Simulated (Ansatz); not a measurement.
**Energy of BaTiO3 along an even scaling of the cell**

System: BaTiO3 (5 atoms in the cell).
Method: DFT PBE, scalar-relativistic, plane waves, PAW, no spin polarisation (Ansatz 0.2.0).

The 7 runs differ only in the geometry, by an even scaling of the cell at fixed fractional positions. The structure derives from an entry of the Crystallography Open Database.

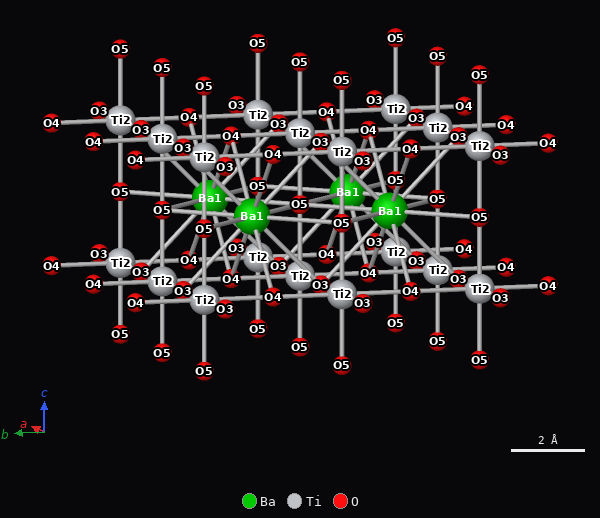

Figure 1. The structure of run 4 (ball-and-stick view of the cell of the calculation, repeated 2 × 2 × 1, seen at an oblique angle; bonded neighbours outside the cell are drawn too; atoms are numbered from 1 in the order of the input).

**Input of run 4**
```yaml
crystal:
  lattice:
    - [3.9786469319, 0.0, 0.0]
    - [0.0, 3.9786469319, 0.0]
    - [0.0, 0.0, 3.9786469319]
  atoms:
    - { symbol: Ba, position: [0.5, 0.5, 0.5] }
    - { symbol: Ti, position: [0.0, 0.0, 0.0] }
    - { symbol: O, position: [0.5, 0.0, 0.0] }
    - { symbol: O, position: [0.0, 0.5, 0.0] }
    - { symbol: O, position: [0.0, 0.0, 0.5] }
basis:
  ecutwfc: 420
kpoints:
  mp_grid: { grid: [8, 8, 8] }
hamiltonian:
  xc: pbe
scf:
  occupations: { method: gaussian, width: 0.02 }
output:
  forces: true
  stress: true
  eigenvalues: true
```

Command:
```bash
ansatz run input.yaml --threads 1 --pin off --max-ram 2560MiB --backend cpu --events-out ev --progress --plain --runs-dir out
```

Lattice vectors (Å) and fractional positions of run 4:
```
   3.978647    0.000000    0.000000
   0.000000    3.978647    0.000000
   0.000000    0.000000    3.978647
Ba  0.500000  0.500000  0.500000
Ti  0.000000  0.000000  0.000000
O   0.500000  0.000000  0.000000
O   0.000000  0.500000  0.000000
O   0.000000  0.000000  0.500000
```

Run 2 differs from it as follows:
```diff
-    - [3.9786469319, 0.0, 0.0]
-    - [0.0, 3.9786469319, 0.0]
-    - [0.0, 0.0, 3.9786469319]
+    - [3.8948609171, 0.0, 0.0]
+    - [0.0, 3.8948609171, 0.0]
+    - [0.0, 0.0, 3.8948609171]
```

**Results, with one run withheld**

```csv
run,volume per atom (Å³),"free energy per atom, from the lowest run given (meV)",pressure (GPa),gap on the mesh (eV)
1,11.427,114.43,27.75,2.01
2,11.817,?,?,?
3,12.207,20.99,11.59,1.92
4,12.596,0.64,5.32,1.85
5,13.375,0.00,−4.51,1.72
6,13.765,15.70,−8.32,1.66
7,14.284,49.73,−12.51,1.58
```

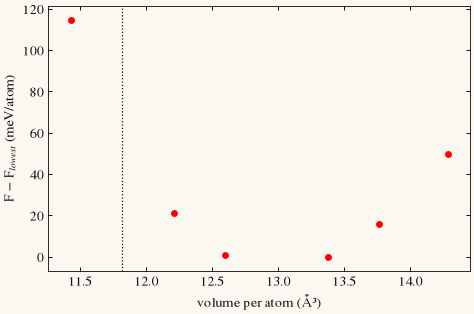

Figure 2. Free energy per atom of the runs given; the dotted line marks run 2.

Estimate the energy of run 2 from the others.

A cubic polynomial in V^(−2/3) (the Birch–Murnaghan form), fitted to the 6 runs given, misses them by at most 0.04 meV per atom. With x = V^(−2/3) − 0.18198 Å⁻², it reads F = −5.1841 + 889.88 x + 4.5467e+05 x² + 5.9155e+05 x³ (meV per atom). At run 2 it gives 57.88 meV per atom, and the run itself gives 57.92. The slope of the fit gives a pressure −dF/dV of 18.97 GPa there, and the run prints 19.00 GPa. The fit has its minimum at 12.986 Å³ per atom, where V d²F/dV² gives 163 GPa: the bulk modulus at this level, since symmetry fixes the shape and the positions. The gap on the mesh goes, without turning, from 2.01 eV in run 1 to 1.58 eV in run 7; run 2 has 1.98 eV. These are gaps of this functional on this mesh, which can miss the band edges; they aren't the measured gap.

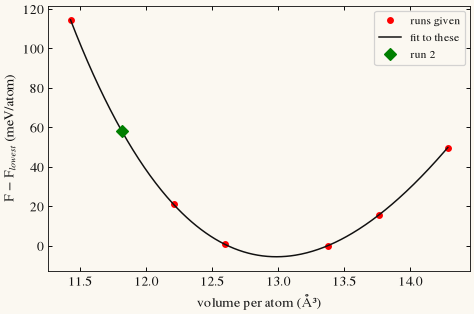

Figure 3. The fit and the withheld run.

**Output, shortened to warnings, some set-up lines, iterations and results (run 2)**
```
Basis set: ecut = 420 eV, 1189 PW (Γ), exchange–correlation on 54×54×54 points (8 copies of the dense FFT grid, shifted against one another)
Symmetry: 48 space group operations
k-points: 35 of 512
Initial density: superposition of atomic densities (neutral atoms: chi_scale 0, normalization atom), corrected by the library's trained network
[...]
SCF iter   1: F=—  HF=-10159.247845 eV  |F-HF|=—  |Δ(HF+E_count)|=         —  Δρ=1.86e-3  dr2=9.60e-4  ethr=1.77e-3  ⟨swp⟩=6.4  Hψ=4417  notcnv=0
SCF iter   2: F=—  HF=-10159.247974 eV  |F-HF|=—  |Δ(HF+E_count)|=   1.29e-4  Δρ=8.93e-4  dr2=2.35e-4  ethr=2.40e-6  ⟨swp⟩=2.0  Hψ=1927  notcnv=0  defer=10
SCF iter   3: F=—  HF=-10159.248072 eV  |F-HF|=—  |Δ(HF+E_count)|=   9.74e-5  Δρ=1.69e-4  dr2=2.57e-5  ethr=5.89e-7  ⟨swp⟩=2.7  Hψ=1410  notcnv=0  defer=13
SCF iter   4: F=—  HF=-10159.248675 eV  |F-HF|=—  |Δ(HF+E_count)|=   6.03e-4  Δρ=6.14e-5  dr2=1.17e-6  ethr=6.42e-8  ⟨swp⟩=2.6  Hψ=1579  notcnv=0  defer=13
SCF iter   5: F=-10159.248675 eV  HF=-10159.248675 eV  |F-HF|=2.64e-8  |Δ(HF+E_count)|=   1.78e-7  Δρ=1.07e-5  dr2=5.68e-8  ethr=2.93e-9  ⟨swp⟩=2.6  Hψ=1606  notcnv=0  …
SCF iter   6: F=-10159.248675 eV  HF=-10159.248675 eV  |F-HF|=9.37e-10  |Δ(HF+E_count)|=   4.09e-9  Δρ=1.96e-6  dr2=1.06e-9  ethr=1.42e-10  ⟨swp⟩=6.4  Hψ=4102  notcnv=0
SCF 1 converged in 6 iterations: F = -10159.248675 eV  dr2 = 1.06e-9
SCF converged after 6 iterations
Free energy (F): -10159.248675 eV
Harris-Foulkes:  -10159.248675 eV  (|F-HF|=9.37e-10)
Internal energy: -10159.248675 eV  (E = F + TS)
E sigma→0 (E₀):  -10159.248675 eV
Fermi energy:    12.494777 eV
--- Per-component energies (eV) ---
  E_band       = -90.632489
  E_kinetic    = 980.072473
  E_local      = -1994.829914  (includes V_loc(G=0)·N_el)
  E_nonlocal   = 204.233671
  E_hartree    = 790.151928
  E_xc         = -494.228635
  E_vxc        = -549.929929  (∫ρ·V_xc dr)
  E_paw        = -6745.826987  (= ΣΔE_a)
  E_vpaw       = -310.490387  (= ΣTr[D̂ρ^β])
  E_aug_tail   = 0.007654  (compensation charges beyond the density's cutoff)
  E_ewald      = -2898.828865
  E_smearing   = -0.000000  (= −TS)
  E_closure    = 0.000000  (closes the sum)
  Σ components = -10159.248675   (vs F -10159.248675, Δ=0.00e0)
--- Forces (eV/Å), atoms counted from 1 ---
  atom   1  Ba     0.00000000    -0.00000000    -0.00000000
  atom   2  Ti    -0.00000000     0.00000000     0.00000000
  atom   3  O      0.00000000    -0.00000000     0.00000000
  atom   4  O      0.00000000    -0.00000000     0.00000000
  atom   5  O      0.00000000    -0.00000000     0.00000000
  max |Σ_I F_I| component: 1.94e-29 eV/Å
--- Stress (GPa, compression-positive) ---
       18.998353       0.000000       0.000000
        0.000000      18.998353       0.000000
        0.000000       0.000000      18.998353
  P = ⅓ Tr σ = 18.9984 GPa (189.984 kbar)
```
